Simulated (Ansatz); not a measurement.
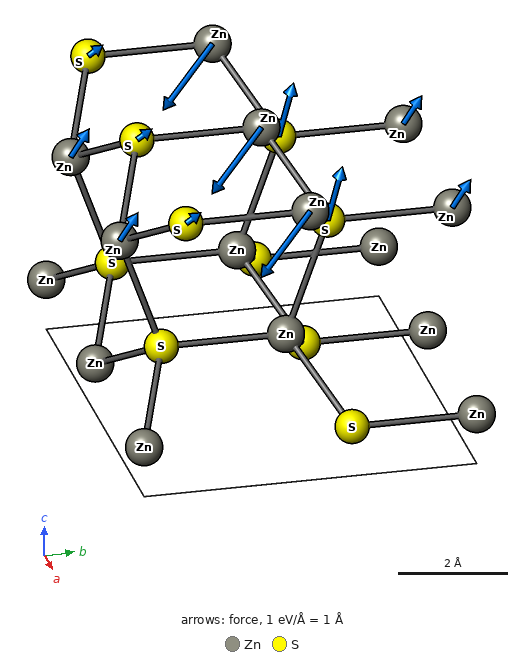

Starting geometry of a slab of composition ZnS (cut from the P6_3mc phase) with the computed forces as blue arrows. The picture is a ball-and-stick view of the cell of the calculation, outlined in the plane, without the vacuum (origin shifted), seen from a free direction.

Case: clean slab, lower planes held. The slab is the (1 0 0) face of ZnS. 8 atoms are held fixed.

Theory: DFT PBE, scalar-relativistic, plane waves, PAW in Ansatz. Settings: plane-wave cutoff 420 eV; k-point mesh 2 × 3 × 1; occupations gaussian; smearing width 0.05 eV; no spin polarisation; dipole correction; atoms relaxed in a fixed cell; force threshold 0.03 eV/Å; at most 70 steps.

Is this structure relaxed? If not, where do the atoms go?

Answer. It isn't relaxed: the largest force vector, on Zn atoms, is 1.58 eV/Å. The final displacements follow the starting forces only in part (cosine between the two patterns 0.79). After 4 geometry steps the energy has fallen by 0.991 eV per cell of the calculation. Largest force component: 1.3 eV/Å at the start, 0.011 eV/Å at the end. The largest moves, 0.60 Å, are those of Zn atoms. Largest moves by element: Zn 0.60 Å, S 0.18 Å. The cell stays as it was. Among the contacts that change: S–Zn 2.362 → 2.221 Å, S–Zn 2.357 → 2.472 Å, S–Zn 2.357 → 2.288 Å, S–Zn 2.357 → 2.415 Å. Bond angles that change, for instance: Zn–S–Zn 109.3° → 94.7°, S–Zn–S 109.6° → 122.1°, Zn–S–Zn 109.6° → 99.0°.
